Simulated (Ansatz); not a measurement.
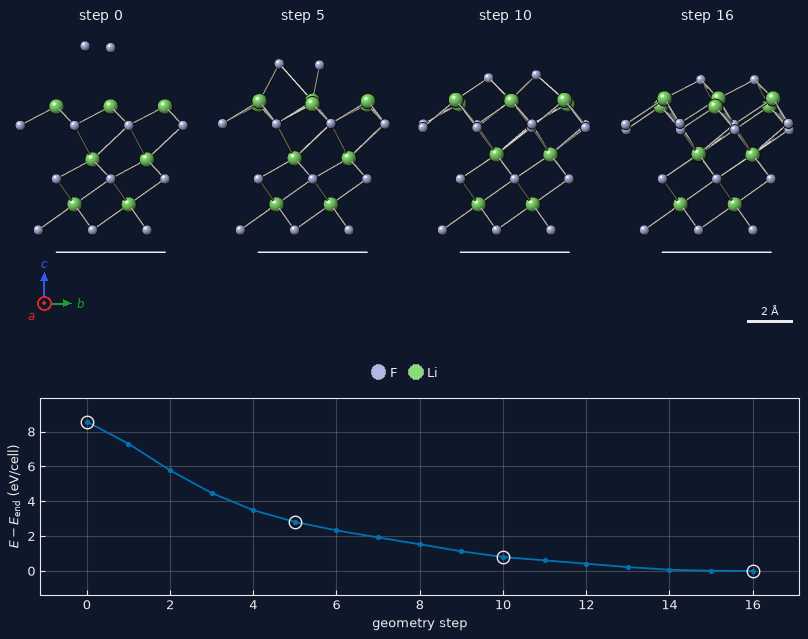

Frames of a constrained relaxation of a slab of composition Li6F7 (cut from the Fm-3m phase), marked on the history of the run. The picture is a ball-and-stick view of the cell of the calculation, outlined in the plane, without the vacuum (origin shifted), seen along the a axis.

Case: 1 F2 a cell, tilted, over a top Li site. The slab is the (1 1 1) face of LiF with F2 on it. 12 atoms are held fixed.

These are results of DFT PBE+D3(BJ), scalar-relativistic, plane waves, PAW in Ansatz, not measurements.

Input file:
```yaml
crystal:
  lattice:
    - [5.6574267962, 0.0, 0.0]
    - [-2.8287133981, 4.8994753256, 0.0]
    - [0.0, 0.0, 23.850187045]
  atoms:
    - { symbol: F, position: [0.1666666667, 0.3333333333, 0.3354271388] }
    - { symbol: F, position: [0.1666666667, 0.8333333333, 0.3354271388] }
    - { symbol: F, position: [0.6666666667, 0.3333333333, 0.3354271388] }
    - { symbol: F, position: [0.6666666667, 0.8333333333, 0.3354271388] }
    - { symbol: Li, position: [0.3333333333, 0.1666666667, 0.3838467762] }
    - { symbol: Li, position: [0.3333333333, 0.6666666667, 0.3838467762] }
    - { symbol: Li, position: [0.8333333333, 0.1666666667, 0.3838467762] }
    - { symbol: Li, position: [0.8333333333, 0.6666666667, 0.3838467762] }
    - { symbol: F, position: [0.5, 0.5, 0.4322664136] }
    - { symbol: F, position: [0.5, 0.0, 0.4322664136] }
    - { symbol: F, position: [0.0, 0.5, 0.4322664136] }
    - { symbol: F, position: [0.0, 0.0, 0.4322664136] }
    - { symbol: Li, position: [0.6666666667, 0.3333333333, 0.4690051195] }
    - { symbol: Li, position: [0.6666666667, 0.8333333333, 0.4690051195] }
    - { symbol: Li, position: [0.1666666667, 0.3333333333, 0.4690051195] }
    - { symbol: Li, position: [0.1666666667, 0.8333333333, 0.4690051195] }
    - { symbol: F, position: [0.8333333333, 0.6666666667, 0.5335062181] }
    - { symbol: F, position: [0.8333333333, 0.1666666667, 0.5335062181] }
    - { symbol: F, position: [0.3333333333, 0.6666666667, 0.5335062181] }
    - { symbol: F, position: [0.3333333333, 0.1666666667, 0.5335062181] }
    - { symbol: Li, position: [0.0, 0.5, 0.5692018192] }
    - { symbol: Li, position: [0.0, 0.0, 0.5692018192] }
    - { symbol: Li, position: [0.5, 0.5, 0.5692018192] }
    - { symbol: Li, position: [0.5, 0.0, 0.5692018192] }
    - { symbol: F, position: [0.5, 0.0, 0.6807313429] }
    - { symbol: F, position: [0.2380320455, -0.2354608148, 0.6839220935] }
basis:
  ecutwfc: 420
kpoints:
  mp_grid: { grid: [3, 3, 1] }
hamiltonian:
  xc: pbe
  dispersion: d3bj
scf:
  occupations: { method: gaussian, width: 0.05 }
output:
  forces: true
  eigenvalues: true
relax:
  adjacent_minimum: "off"
  f_tol: 0.04
  max_steps: 100
  constraints: [{ sites: [0, 1, 2, 3, 4, 5, 6, 7, 8, 9, 10, 11] }]
efield:
  axis: 3
  dipole_correction: true
  ramp_width: 0.04
```

Launched with:
```bash
ansatz run input.yaml --threads 2 --pin off --max-ram 5120MiB --backend cpu --events-out ev --progress --plain --runs-dir out
```

### Describe the path.

The atom that moves furthest is F25 (2.25 Å at 50° to the normal (−c side)). Largest moves by element: F 2.25 Å, Li 0.41 Å. The lattice vectors keep their values. Among the contacts that change: Li23–F25 3.883 → 1.781 Å, Li21–F25 3.883 → 1.837 Å, Li22–F26 3.587 → 1.778 Å, F25–F26 1.415 → 2.827 Å. New bonds form: Li21–F25 (3.88 → 1.84 Å), Li21–F26 (3.09 → 1.85 Å), Li22–F26 (3.59 → 1.78 Å), Li23–F25 (3.88 → 1.78 Å). Among the angles between lasting bonds that change: Li23–F20–Li24 100.3° → 82.3°, Li22–F20–Li24 100.3° → 82.7°, F18–Li24–F19 100.3° → 84.1°. After 16 geometry steps the energy has fallen by 8.573 eV per cell of the calculation. The largest force component goes from 6.3 to 0.035 eV/Å. From step 0 to 5: F26 moves most (0.91 Å), energy −5.758 eV per cell of the calculation. From step 5 to 10: F25 moves most (0.88 Å), energy −2.017 eV per cell of the calculation. From step 10 to 16: F25 moves most (1.06 Å), energy −0.799 eV per cell of the calculation.

```csv
step,"E − E(0), meV/atom","largest force component, eV/Å"
0,0.00,6.3499
1,-48.65,5.6095
2,-107.45,3.8062
3,-157.59,1.8595
4,-195.56,1.6861
5,-221.45,1.5584
6,-240.23,0.6867
7,-255.70,0.6263
8,-270.82,0.6311
9,-286.32,0.5651
10,-299.01,0.5429
11,-306.34,0.4860
12,-313.71,0.3626
13,-321.26,0.4517
14,-327.03,0.2129
15,-329.27,0.0572
16,-329.74,0.0349
```

Limits of the set-up: the k-point mesh is coarse for a cell with partly filled bands; the periodic images lie only 5.7 Å apart, so the values are limited by the cell's size.
